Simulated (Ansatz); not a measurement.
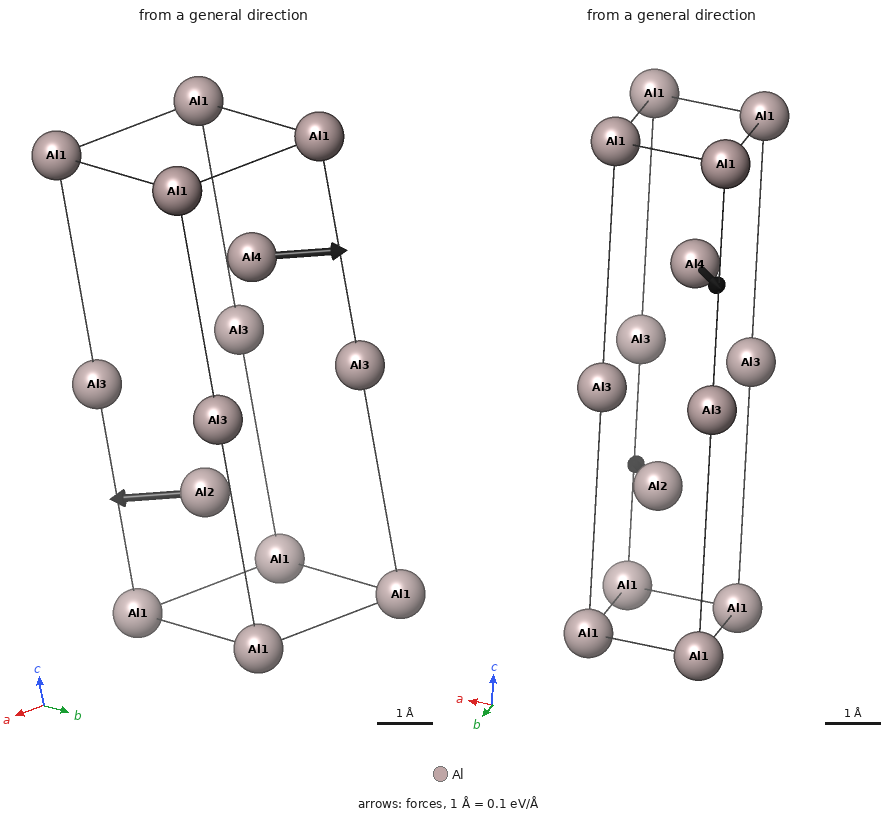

A spheres-only rendering, viewed from two general directions. The cell (the run's own, in a reduced setting) is drawn as a box. The arrows are the computed forces on the atoms.

System: Al. All computed values are from DFT PBEsol, scalar-relativistic, plane waves, PAW in Ansatz. Settings: 420 eV cutoff, k-points about 0.14 Å⁻¹ apart, Gaussian smearing of 0.15 eV, no spin polarisation.

> Is this an equilibrium geometry?

No. The atoms still feel forces of up to about 0.14 eV/Å, above a usual threshold of 0.01 to 0.03 eV/Å.

> Which atom is furthest from force balance?

Al2 and Al4, about 0.14 eV/Å.

The structure was taken from a structure listed in the Materials Project. The cell was then strained or its atoms displaced on purpose. Ansatz was used for an electronic-structure calculation on it.
